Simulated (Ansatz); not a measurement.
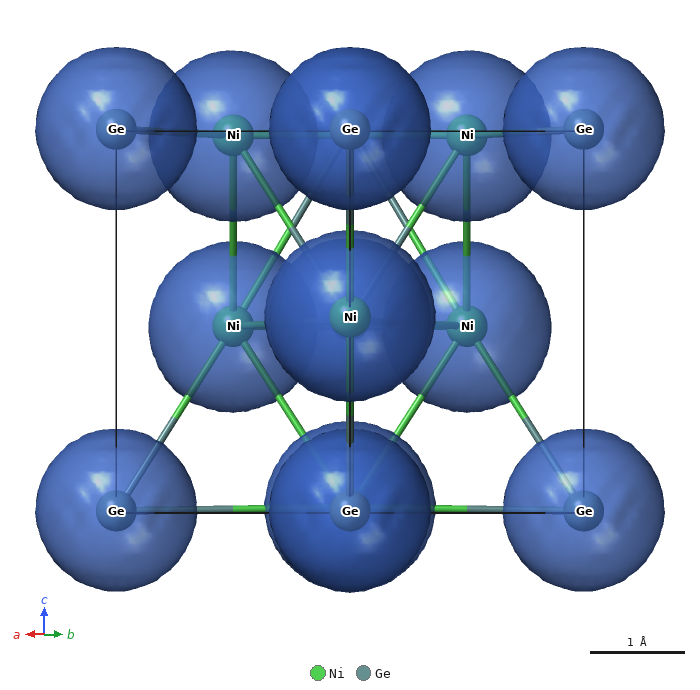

The picture shows: Ni3Ge. Isosurface of the valence pseudo-density at 0.6 e/Å³ (blue), seen along [110]. Sticks mark near contacts.

Space group P4mm; a structure from a database of computed crystals, not necessarily the ambient phase; not relaxed (largest force 2.0 eV/Å); computed pressure about 3 GPa in this cell; computed without spin polarisation.

All numbers below come from Ansatz 0.2.0, DFT PBEsol, scalar-relativistic, plane waves, PAW.

> Which contacts does the surface bridge?

At this value the density breaks into separate islands; it holds about 85 % of the electrons treated as valence (semicore included). It bridges none of the near contacts. It is pinched off along the sampled Ni–Ni (2.37 Å), Ni–Ge (2.42 Å), Ni–Ni (2.49 Å) and Ni–Ge (2.49 Å) contacts. On the grid the lowest density along these lines, outside the cores, is 0.4 e/Å³ (Ni–Ni, 2.37 Å), 0.41 e/Å³ (Ni–Ge, 2.42 Å), 0.33 e/Å³ (Ni–Ni, 2.49 Å) and 0.35 e/Å³ (Ni–Ge, 2.49 Å).

> Does the calculation give a band gap?

It is metallic or semimetallic at this level of theory: no gap opens.
